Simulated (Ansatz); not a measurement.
Convergence test: the smearing width is varied and all else is held.
System: Zn (P6_3/mmc, 2 atoms in the cell).
Method: DFT, r2SCAN, plane waves (500 eV) with PAW, scalar-relativistic in Ansatz; 14×14×7 k-mesh, Methfessel–Paxton smearing.
ΔE is the free energy less its value at the smallest setting, 0.01 eV.
Dashed lines or grey bands mark the tolerance: 1 meV/atom.
Values: 1 eV, 0.6 eV, 0.3 eV, 0.2 eV, 0.1 eV, 0.03 eV and 0.01 eV.

Q: How do the results converge (to 1 meV/atom)?

A: The free energy is within 1 meV/atom of the smallest setting's value from 0.6 eV down. It is off by +1.6 meV/atom at 1 eV.

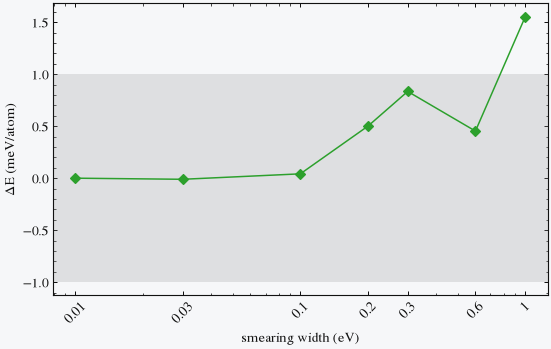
